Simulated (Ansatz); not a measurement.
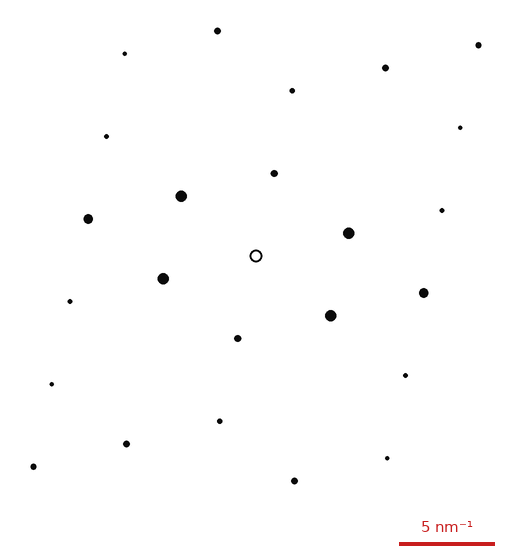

Kinematic zone-axis pattern, calculated for 120 keV electrons with B = 0.5 Å².

Question: Describe the geometry of this pattern.

Answer: The spots form a centred rectangular net whose two shortest vectors correspond to d = 2.24 Å and 1.98 Å, 63.8° apart.

Question: What is the point symmetry of the pattern, intensities included?

Answer: 2mm. A zero-layer kinematic pattern is always centrosymmetric (Friedel's law).

Question: What was simulated?

Answer: This cannot be fixed from one zone alone; the pattern is [201] of Cu, space group P6_3/mmc (No. 194), a = 2.590 Å, c = 8.456 Å (hexagonal axes). The net vectors are 0 1 0 and 1 0 -2. Structure: the geometry relaxed with DFT, revPBE, plane waves (420 eV) with PAW, scalar-relativistic in Ansatz; the starting structure was generated, so it need not be a known form of this composition.
